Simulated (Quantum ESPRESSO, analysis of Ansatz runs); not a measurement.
**Migration in Al2O3 (R-3c): V_O hop (2.6 Å), charge 0 (Quantum ESPRESSO)**

Aim: the barrier of one jump in Al2O3 (R-3c) at charge 0: V_O hop (2.6 Å). The model is a cell of 80 host atoms with 1 O taken out; O is the atom that moves.

Main program and level: Quantum ESPRESSO 7.5; Quantum ESPRESSO plane-wave DFT, PBEsol, GBRV 1.5 PBEsol potentials; nudged elastic band between two relaxed defect structures.

### 1. Set-up

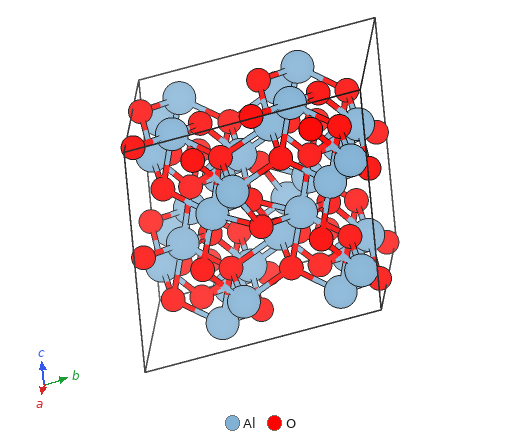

The cell as given, slightly off an axis (aluminium light blue, oxygen red).

The cell holds 79 atoms: 32 Al and 47 O. Cell: a = 10.279 Å, b = 10.279 Å, c = 10.279 Å, α = 55.4°, β = 55.4°, γ = 55.4°. It derives from Al2O3 (space group R-3c). Nearest the centre at fractional (0.750, 0.250, 0.500): O57 at 1.29 Å, Al41 at 1.37 Å, Al53 at 1.41 Å, O64 at 2.28 Å, O79 at 2.30 Å, O46 at 2.50 Å, O56 at 2.51 Å, Al42 at 2.78 Å.

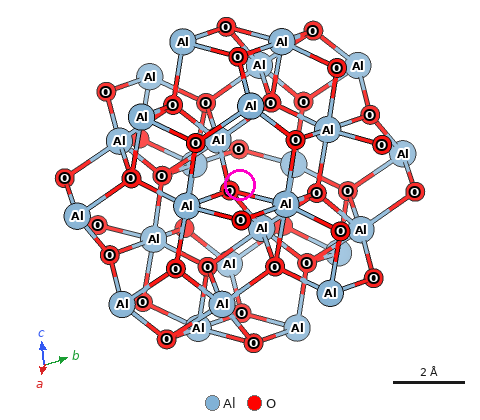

The atoms within 5 Å of the centre. A ring marks the centre wherever it is empty.

The cell's shortest repeat is 9.6 Å.

### 2. Relaxation of the start point, charge 0

The ends come first: from an unrelaxed start the top is counted from too high an energy, and the barrier comes out too low. Small random displacements break the symmetry of the ideal sites, so that the defect can distort if it gains by it.

Input file pw.in:

```
&CONTROL
  calculation = 'relax'
  prefix = 'pwscf'
  outdir = './tmp'
  pseudo_dir = './pseudo'
  tprnfor = .true.
  disk_io = 'low'
  nstep = 70
  forc_conv_thr = 0.0012
  etot_conv_thr = 0.0001
/
&SYSTEM
  ibrav = 0
  nat = 79
  ntyp = 2
  ecutwfc = 36
  ecutrho = 288
  nbnd = 193
  occupations = 'fixed'
  nosym = .true.
/
&ELECTRONS
  conv_thr = 8d-08
  electron_maxstep = 100
  mixing_beta = 0.5
/
&IONS
  ion_dynamics = 'bfgs'
/
ATOMIC_SPECIES
Al    26.9815 al_pbesol_v1.uspp.F.UPF
O     15.9990 o_pbesol_v1.2.uspp.F.UPF
CELL_PARAMETERS angstrom
   4.7750098535    2.7568532772    8.6755440955
  -4.7750098535    2.7568532772    8.6755440955
   0.0000000000   -5.5137065544    8.6755440955
ATOMIC_POSITIONS crystal
Al     0.3239534166    0.3239534166    0.3239534166
Al     0.4226627867    0.4266359628    0.4264060309
Al     0.0739534167    0.0739534167    0.0739534167
Al     0.1752979240    0.1797923569    0.1744723187
O      0.2205901812    0.0257353301    0.3785665208
O      0.4720739709    0.1250000000    0.2779260291
O      0.0243823279    0.3755130827    0.2229416041
O      0.3750000000    0.2220739709    0.0279260291
O      0.1239133714    0.2764499207    0.4711948434
O      0.2779260291    0.4720739709    0.1250000000
Al     0.3203320564    0.3254508819    0.8242755920
Al     0.4260465834    0.4260465834    0.9260465834
Al     0.0747355440    0.0749282864    0.5702927260
Al     0.1760465834    0.1760465834    0.6760465834
O      0.2220739709    0.0279260291    0.8750000000
O      0.4702902929    0.1286961653    0.7762462179
O      0.0279260291    0.3750000000    0.7220739709
O      0.3727735121    0.2255007342    0.5282219691
O      0.1250000000    0.2779260291    0.9720739709
O      0.2802038497    0.4719197198    0.6215209397
Al     0.3239534166    0.8239534166    0.3239534166
Al     0.4260465834    0.9260465834    0.4260465834
Al     0.0739534167    0.5739534166    0.0739534167
Al     0.1760465834    0.6760465834    0.1760465834
O      0.2220739709    0.5279260291    0.3750000000
O      0.4734278497    0.6212429519    0.2788252587
O      0.0279260291    0.8750000000    0.2220739709
O      0.3750000000    0.7220739709    0.0279260291
O      0.1250000000    0.7779260291    0.4720739709
O      0.2779260291    0.9720739709    0.1250000000
Al     0.3239534166    0.8239534166    0.8239534166
Al     0.4260465834    0.9260465834    0.9260465834
Al     0.0739534167    0.5739534166    0.5739534166
Al     0.1760465834    0.6760465834    0.6760465834
O      0.2220739709    0.5279260291    0.8750000000
O      0.4720739709    0.6250000000    0.7779260291
O      0.0277694020    0.8763152664    0.7241413279
O      0.3750000000    0.7220739709    0.5279260291
O      0.1250000000    0.7779260291    0.9720739709
O      0.2779260291    0.9720739709    0.6250000000
Al     0.8224304233    0.3215096911    0.3272470836
Al     0.9226437836    0.4280436231    0.4279921436
Al     0.5739534166    0.0739534167    0.0739534167
Al     0.6760465834    0.1760465834    0.1760465834
O      0.7216023415    0.0270398826    0.3785341053
O      0.9748608388    0.1216207702    0.2778735856
O      0.5272462265    0.3749999358    0.2253247957
O      0.8750000000    0.2220739709    0.0279260291
O      0.7764327902    0.4726524618    0.1282042701
Al     0.8239534166    0.3239534166    0.8239534166
Al     0.9260465834    0.4260465834    0.9260465834
Al     0.5718693415    0.0717652647    0.5760670276
Al     0.6743560060    0.1781226730    0.6781485252
O      0.7192683908    0.0283784694    0.8782543127
O      0.9728326257    0.1214122968    0.7804006099
O      0.5257708565    0.3748202801    0.7256731194
O      0.8739270188    0.2211958041    0.5264363236
O      0.6250000000    0.2779260291    0.9720739709
O      0.7759688199    0.4734024580    0.6278080232
Al     0.8239534166    0.8239534166    0.3239534166
Al     0.9243316116    0.9273384612    0.4288334470
Al     0.5739534166    0.5739534166    0.0739534167
Al     0.6798505378    0.6746155276    0.1746106970
O      0.7202749512    0.5281286641    0.3784525918
O      0.9720739709    0.6250000000    0.2779260291
O      0.5279260291    0.8750000000    0.2220739709
O      0.8750000000    0.7220739709    0.0279260291
O      0.6250000000    0.7779260291    0.4720739709
O      0.7779260291    0.9720739709    0.1250000000
Al     0.8216123896    0.8265866225    0.8220156169
Al     0.9260465834    0.9260465834    0.9260465834
Al     0.5710814297    0.5773158693    0.5735351349
Al     0.6760465834    0.6760465834    0.6760465834
O      0.7220739709    0.5279260291    0.8750000000
O      0.9720739709    0.6250000000    0.7779260291
O      0.5279260291    0.8750000000    0.7220739709
O      0.8750000000    0.7220739709    0.5279260291
O      0.6250000000    0.7779260291    0.9720739709
O      0.7797853999    0.9690646554    0.6273248287
K_POINTS gamma
```

Command:

```console
$ OMP_NUM_THREADS=1 mpirun -n 8 pw.x -in pw.in > pw.out
```

What it wrote:

```text
[shortened: banners, details of potentials and solvers, and blank lines are left out]
     gamma-point specific algorithms are used
     one sub-group per band group will be used
     scalapack distributed-memory algorithm (size of sub-group:  2*  2 procs)
     bravais-lattice index     =            0
     lattice parameter (alat)  =      19.4252  a.u.
     unit-cell volume          =    4624.1562 (a.u.)^3
     number of atoms/cell      =           79
     number of atomic types    =            2
     number of electrons       =       378.00
     number of Kohn-Sham states=          193
     kinetic-energy cutoff     =      36.0000  Ry
     charge density cutoff     =     288.0000  Ry
     scf convergence threshold =      8.0E-08
     mixing beta               =       0.5000
     number of iterations used =            8  plain     mixing
     energy convergence thresh.=      1.0E-04
     force convergence thresh. =      1.2E-03
     Exchange-correlation= SLA  PW   PSX  PSC
                           (   1   4  10   8   0   0   0)
     nstep                     =           70
     crystal axes: (cart. coord. in units of alat)
               a(1) = (   0.464522   0.268192   0.843974 )
               a(2) = (  -0.464522   0.268192   0.843974 )
               a(3) = (   0.000000  -0.536384   0.843974 )
     PseudoPot. # 1 for Al read from file:
     al_pbesol_v1.uspp.F.UPF
     Pseudo is Ultrasoft + core correction, Zval =  3.0
[...]
PseudoPot. # 2 for O  read from file:
     o_pbesol_v1.2.uspp.F.UPF
     Pseudo is Ultrasoft + core correction, Zval =  6.0
[...]
atomic species   valence    mass     pseudopotential
     Al                3.00    26.98150     Al( 1.00)
     O                 6.00    15.99900     O ( 1.00)
     No symmetry found
     site n.     atom                  positions (alat units)
         1        Al     tau(   1) = (  -0.0000000   0.0000000   0.8202247  )
         2        Al     tau(   2) = (  -0.0018456  -0.0009422   1.0766616  )
         3        Al     tau(   3) = (  -0.0000000  -0.0000000   0.1872443  )
         4        Al     tau(   4) = (  -0.0020878   0.0016482   0.4469370  )
         5        O      tau(   5) = (   0.0905144  -0.1369945   0.5273926  )
         6        O      tau(   6) = (   0.1612236   0.0110554   0.7384772  )
         7        O      tau(   7) = (  -0.1631081  -0.0123336   0.5256582  )
         8        O      tau(   8) = (   0.0710376   0.1451514   0.5274837  )
[...]
number of k points=     1
                       cart. coord. in units 2pi/alat
        k(    1) = (   0.0000000   0.0000000   0.0000000), wk =   2.0000000
     Dense  grid:   190929 G-vectors     FFT dimensions: ( 108, 108, 108)
     Smooth grid:    67502 G-vectors     FFT dimensions: (  75,  75,  75)
     starting charge     377.9246, renormalised to     378.0000
     Self-consistent Calculation
     iteration #  1     ecut=    36.00 Ry     beta= 0.50
     total energy              =   -1734.10367185 Ry
     estimated scf accuracy    <      15.03191068 Ry
     iteration #  2     ecut=    36.00 Ry     beta= 0.50
     total energy              =   -1738.51469415 Ry
     estimated scf accuracy    <       1.45146340 Ry
     iteration #  3     ecut=    36.00 Ry     beta= 0.50
     total energy              =   -1738.58105838 Ry
     estimated scf accuracy    <       0.15069776 Ry
[...]
estimated scf accuracy    <       0.00007347 Ry
     iteration #  8     ecut=    36.00 Ry     beta= 0.50
     total energy              =   -1738.62147735 Ry
     estimated scf accuracy    <       0.00000397 Ry
     iteration #  9     ecut=    36.00 Ry     beta= 0.50
     total energy              =   -1738.62147878 Ry
     estimated scf accuracy    <       0.00000020 Ry
     iteration # 10     ecut=    36.00 Ry     beta= 0.50
     End of self-consistent calculation
          k = 0.0000 0.0000 0.0000 (  8449 PWs)   bands (ev):
   -11.7473 -10.7833 -10.7485 -10.6697 -10.6353 -10.6282 -10.6234 -10.6005
   -10.5962 -10.5608 -10.5484 -10.3840  -9.9427  -9.9048  -9.8471  -9.7149
    -9.6737  -9.6511  -9.5144  -9.4951  -9.4660  -9.4009  -9.2504  -9.2157
    -9.1938  -9.1588  -9.1516  -9.1354  -9.1216  -9.1174  -9.0935  -9.0866
    -9.0606  -9.0388  -9.0037  -8.9942  -8.9853  -8.9688  -8.9517  -8.9435
    -8.9256  -8.8693  -8.7909  -8.7513  -8.7385  -8.6969  -8.6573   0.4693
     0.8676   0.8742   0.8846   0.9374   0.9629   1.0173   1.1577   1.2515
     1.2541   1.4527   1.5620   1.6584   1.6805   1.7285   1.7863   1.8393
[...]
15.1933
     highest occupied, lowest unoccupied level (ev):    10.1793   13.6872
!    total energy              =   -1738.62147876 Ry
     estimated scf accuracy    <       0.00000005 Ry
     The total energy is the sum of the following terms:
     one-electron contribution =    -325.15915086 Ry
     hartree contribution      =     435.99063463 Ry
     xc contribution           =    -486.04092976 Ry
     ewald contribution        =   -1363.41203277 Ry
     convergence has been achieved in  10 iterations
     Forces acting on atoms (cartesian axes, Ry/au):
     atom    1 type  1   force =    -0.00277474   -0.00055568   -0.00455952
     atom    2 type  1   force =     0.03863359    0.01281226    0.02135009
     atom    3 type  1   force =     0.00641595   -0.00827441   -0.00070593
     atom    4 type  1   force =     0.01602581   -0.01753839   -0.00493377
     atom    5 type  2   force =    -0.00055611    0.02891711   -0.01029250
     atom    6 type  2   force =    -0.00193393   -0.00259036    0.00327129
     atom    7 type  2   force =     0.00345989    0.00904406    0.00963383
     atom    8 type  2   force =    -0.00451904   -0.00639684    0.00021687
[...]
Total force =     0.142956     Total SCF correction =     0.000127
     BFGS Geometry Optimization
     Energy error            =      2.0E-02 Ry
     Gradient error          =      3.9E-02 Ry/Bohr
     number of scf cycles    =   1
     number of bfgs steps    =   0
     energy             new  =   -1738.6214787644 Ry
     new trust radius        =       0.0459623125 bohr
     new conv_thr            =       0.0000000800 Ry
ATOMIC_POSITIONS (crystal)
Al               0.3236891828        0.3239966861        0.3238962662
Al               0.4256474945        0.4253392107        0.4260203544
Al               0.0740298667        0.0733188368        0.0744684874
Al               0.1755245364        0.1782429531        0.1754941679
O                0.2212752036        0.0264819813        0.3765070417
O                0.4719504526        0.1250908037        0.2781582809
O                0.0250592550        0.3758065769        0.2225588121
O                0.3745493591        0.2221241399        0.0283397293
[...]
Self-consistent Calculation
[...]
iteration #  3     ecut=    36.00 Ry     beta= 0.50
     total energy              =   -1738.64529098 Ry
     estimated scf accuracy    <       0.00000090 Ry
     iteration #  4     ecut=    36.00 Ry     beta= 0.50
     total energy              =   -1738.64529113 Ry
     estimated scf accuracy    <       0.00000011 Ry
     iteration #  5     ecut=    36.00 Ry     beta= 0.50
     total energy              =   -1738.64529114 Ry
     estimated scf accuracy    <       0.00000001 Ry
     iteration #  6     ecut=    36.00 Ry     beta= 0.50
[...]
k = 0.0000 0.0000 0.0000 (  8449 PWs)   bands (ev):
   -11.7251 -10.7484 -10.7234 -10.6093 -10.6072 -10.5964 -10.5952 -10.5860
   -10.5778 -10.5649 -10.5381 -10.3754  -9.9148  -9.8937  -9.8411  -9.6712
    -9.6626  -9.6358  -9.5060  -9.4939  -9.4389  -9.3611  -9.2315  -9.2115
    -9.1772  -9.1280  -9.1172  -9.1130  -9.1050  -9.1010  -9.0955  -9.0560
    -9.0308  -8.9838  -8.9816  -8.9693  -8.9609  -8.9590  -8.9548  -8.9437
    -8.9371  -8.9281  -8.7713  -8.7377  -8.7050  -8.7006  -8.6836   0.4860
     0.8997   0.9117   0.9145   0.9410   0.9621   1.0242   1.1460   1.2676
     1.2710   1.4755   1.5627   1.6730   1.7162   1.7734   1.7782   1.8486
[...]
highest occupied, lowest unoccupied level (ev):     9.6825   13.6878
!    total energy              =   -1738.64529114 Ry
     estimated scf accuracy    <          7.0E-10 Ry
[...]
convergence has been achieved in   6 iterations
     Forces acting on atoms (cartesian axes, Ry/au):
     atom    1 type  1   force =    -0.00009609    0.00005991    0.00027771
     atom    2 type  1   force =     0.00077065    0.00048492    0.00053624
     atom    3 type  1   force =    -0.00040867   -0.00024111   -0.00029805
     atom    4 type  1   force =    -0.00007257   -0.00038948    0.00043375
     atom    5 type  2   force =    -0.00019487    0.00024198   -0.00109232
     atom    6 type  2   force =    -0.00040540   -0.00006976    0.00057537
     atom    7 type  2   force =    -0.00134907    0.00061517    0.00002575
     atom    8 type  2   force =    -0.00028035   -0.00066671   -0.00026377
[...]
Total force =     0.007366     Total SCF correction =     0.000048
[...]
number of scf cycles    =   8
     number of bfgs steps    =   7
     energy             old  =   -1738.6451342401 Ry
     energy             new  =   -1738.6452911426 Ry
     CASE: energy            _new < energy            _old
     new trust radius        =       0.0063077078 bohr
[...]
ATOMIC_POSITIONS (crystal)
Al               0.3236575605        0.3249810221        0.3247020045
Al               0.4358124251        0.4200027069        0.4279660972
Al               0.0735596939        0.0741348181        0.0741871393
Al               0.1733312446        0.1780063397        0.1771680444
O                0.2213391087        0.0284696167        0.3752551073
O                0.4714629764        0.1254939626        0.2782608846
O                0.0262110378        0.3754900383        0.2232624467
O                0.3744317948        0.2222528716        0.0279985442
[...]
Self-consistent Calculation
     iteration #  1     ecut=    36.00 Ry     beta= 0.50
     total energy              =   -1738.64536217 Ry
     estimated scf accuracy    <       0.00002630 Ry
     iteration #  2     ecut=    36.00 Ry     beta= 0.50
     total energy              =   -1738.64536425 Ry
     estimated scf accuracy    <       0.00000279 Ry
     iteration #  3     ecut=    36.00 Ry     beta= 0.50
     total energy              =   -1738.64536466 Ry
     estimated scf accuracy    <       0.00000037 Ry
     iteration #  4     ecut=    36.00 Ry     beta= 0.50
     total energy              =   -1738.64536472 Ry
     estimated scf accuracy    <       0.00000005 Ry
     iteration #  5     ecut=    36.00 Ry     beta= 0.50
     total energy              =   -1738.64536472 Ry
     estimated scf accuracy    <          5.4E-09 Ry
     iteration #  6     ecut=    36.00 Ry     beta= 0.50
     End of self-consistent calculation
          k = 0.0000 0.0000 0.0000 (  8449 PWs)   bands (ev):
   -11.7248 -10.7482 -10.7228 -10.6096 -10.6074 -10.5954 -10.5939 -10.5857
   -10.5770 -10.5650 -10.5375 -10.3755  -9.9144  -9.8937  -9.8405  -9.6708
    -9.6621  -9.6363  -9.5056  -9.4930  -9.4381  -9.3616  -9.2311  -9.2118
    -9.1768  -9.1281  -9.1167  -9.1130  -9.1043  -9.1007  -9.0946  -9.0557
    -9.0314  -8.9834  -8.9820  -8.9681  -8.9604  -8.9579  -8.9533  -8.9442
    -8.9374  -8.9271  -8.7713  -8.7376  -8.7040  -8.7001  -8.6833   0.4863
     0.9002   0.9119   0.9158   0.9412   0.9623   1.0238   1.1468   1.2678
     1.2711   1.4760   1.5623   1.6730   1.7177   1.7742   1.7785   1.8493
[...]
14.9952
     highest occupied, lowest unoccupied level (ev):     9.6790   13.6875
!    total energy              =   -1738.64536473 Ry
     estimated scf accuracy    <          2.7E-10 Ry
     The total energy is the sum of the following terms:
     one-electron contribution =    -322.34312542 Ry
     hartree contribution      =     434.69066668 Ry
     xc contribution           =    -485.95959470 Ry
     ewald contribution        =   -1365.03331128 Ry
     convergence has been achieved in   6 iterations
     Forces acting on atoms (cartesian axes, Ry/au):
     atom    1 type  1   force =    -0.00037239   -0.00026544   -0.00029556
     atom    2 type  1   force =     0.00057054    0.00027689    0.00043077
     atom    3 type  1   force =    -0.00050879    0.00010442   -0.00004392
     atom    4 type  1   force =    -0.00015436   -0.00027244    0.00005223
     atom    5 type  2   force =    -0.00008231    0.00010260   -0.00052076
     atom    6 type  2   force =    -0.00012860   -0.00040300    0.00023255
     atom    7 type  2   force =    -0.00075051    0.00039780   -0.00012113
     atom    8 type  2   force =    -0.00035665   -0.00051766   -0.00012833
[...]
Total force =     0.005556     Total SCF correction =     0.000037
     Energy error            =      7.4E-05 Ry
     Gradient error          =      1.2E-03 Ry/Bohr
     bfgs converged in   9 scf cycles and   8 bfgs steps
     (criteria: energy <  1.0E-04 Ry, force <  1.2E-03 Ry/Bohr)
     End of BFGS Geometry Optimization
     Final energy             =   -1738.6453647251 Ry
Begin final coordinates
ATOMIC_POSITIONS (crystal)
Al               0.3236575605        0.3249810221        0.3247020045
Al               0.4358124251        0.4200027069        0.4279660972
Al               0.0735596939        0.0741348181        0.0741871393
Al               0.1733312446        0.1780063397        0.1771680444
O                0.2213391087        0.0284696167        0.3752551073
O                0.4714629764        0.1254939626        0.2782608846
O                0.0262110378        0.3754900383        0.2232624467
O                0.3744317948        0.2222528716        0.0279985442
[...]
End final coordinates
   JOB DONE.
```

It took 90 s on 8 MPI ranks of Arm Neoverse V1, shared host; peak memory 1.2 GiB.

(Part 1 of 3 ends here.)

[Logs are printed without paths, hosts, clocks, repeated set-up lines and the standing remarks that a program may print on its own settings, such as how far it seeks lower states.]

[Hosts, paths, dates, database ids (printed as entryN), source tags and the programs' standing remarks are cut or masked in the printed files.]
